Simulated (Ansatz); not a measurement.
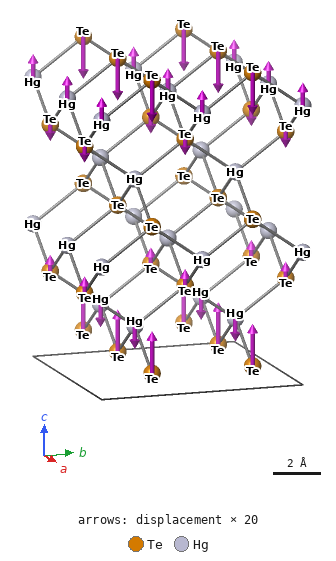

This is a relaxation of a slab of composition Hg$_{4}$Te$_{5}$ (cut from the F-43m phase). The starting structure is drawn; purple arrows show the displacements, 20 times their true length.

Style: ball-and-stick. Shown: the 2 × 2 repeat of the cell, outlined in the plane, without the vacuum, slightly off an axis.

Case: (1 0 0) slab, atoms relaxed. The slab is the (1 0 0) face of HgTe.

Method: DFT PBEsol, scalar-relativistic, plane waves, PAW in Ansatz.

The input:
```yaml
crystal:
  lattice:
    - [4.6045184548, 0.0, 0.0]
    - [0.0, 4.6045184548, 0.0]
    - [0.0, 0.0, 28.0235448941]
  atoms:
    - { symbol: Te, position: [0.0, 0.5, 0.267632094] }
    - { symbol: Hg, position: [0.5, 0.5, 0.3257240705] }
    - { symbol: Te, position: [0.5, 0.0, 0.383816047] }
    - { symbol: Hg, position: [0.0, 0.0, 0.4419080235] }
    - { symbol: Te, position: [0.0, 0.5, 0.5] }
    - { symbol: Hg, position: [0.5, 0.5, 0.5580919765] }
    - { symbol: Te, position: [0.5, 0.0, 0.616183953] }
    - { symbol: Hg, position: [0.0, 0.0, 0.6742759295] }
    - { symbol: Te, position: [0.0, 0.5, 0.732367906] }
basis:
  ecutwfc: 420
kpoints:
  mp_grid: { grid: [8, 8, 1] }
hamiltonian:
  xc: pbesol
scf:
  occupations: { method: gaussian, width: 0.1 }
output:
  forces: true
  eigenvalues: true
  write_density: true
  write_potential: true
  elf: true
  volumetric_format: npy
relax:
  adjacent_minimum: "off"
  f_tol: 0.02
  max_steps: 60
efield:
  axis: 3
  dipole_correction: true
  ramp_width: 0.04
```

Launched with:
```bash
ansatz run input.yaml --threads 1 --pin off --max-ram 2560MiB --backend cpu --events-out ev --progress --plain --runs-dir out
```

Q: Which element moves most?

A: Tellurium: up to 0.094 Å, against 0.051 Å for mercury.

Q: What did the optimiser do to the structure, and how much energy did it gain?

A: Over 3 geometry steps the energy falls by 72.0 meV per cell of the calculation. Largest force component: 0.51 eV/Å at the start, 0.0014 eV/Å at the end. The largest moves relative to the layer's centre, 0.094 Å, are those of Te1 and Te9. Te1 goes along the normal (+c). By element the largest moves are Te 0.094 Å, Hg 0.051 Å. The lattice vectors keep their values. Among the contacts that change: Hg8–Te9 2.820 → 2.738 Å, Hg2–Te3 2.820 → 2.871 Å, Hg6–Te7 2.820 → 2.793 Å, Hg4–Te5 2.820 → 2.826 Å. Among the angles between lasting bonds that change: Te9–Hg8–Te9 109.5° → 114.4°, Hg8–Te9–Hg8 109.5° → 114.4°, Hg8–Te7–Hg8 109.5° → 106.6°.
